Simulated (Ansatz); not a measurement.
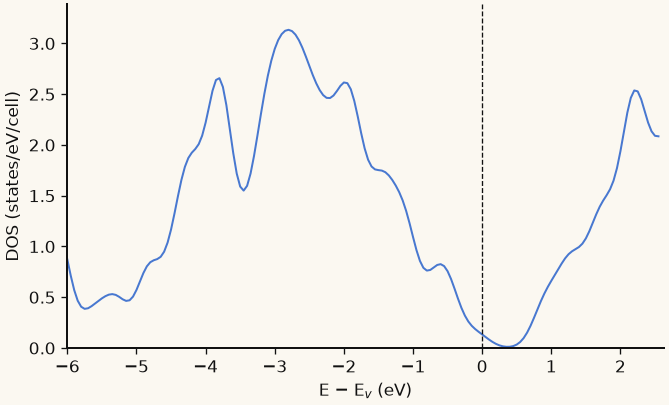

Density of states. Energies are counted from the top of the valence band. The curve is built from the levels of the k mesh with Gaussians 0.4 eV wide, which also blur the band edges.

System: Si3Ge, space group R3m, 4 atoms in the cell.

```yaml
crystal:
  lattice:
    - [1.94265, 1.12159, 6.34097]
    - [-1.94265, 1.12159, 6.34097]
    - [0.00000, -2.24318, 6.34097]
  atoms:
    - { symbol: Si, position: [0.00134, 0.00134, 0.00134] }
    - { symbol: Si, position: [0.49871, 0.49871, 0.49871] }
    - { symbol: Si, position: [0.37501, 0.37501, 0.37501] }
    - { symbol: Ge, position: [0.87495, 0.87495, 0.87495] }
```

Method: DFT, r2SCAN, plane waves, PAW, no spin polarisation, 6×6×6 k mesh, 500 eV cutoff (Ansatz 0.2.0).

Q: Metal or insulator, going by the density of states?

A: There is a gap; over the k points computed it is 0.79 eV (indirect; the smallest direct gap is 1.45 eV).
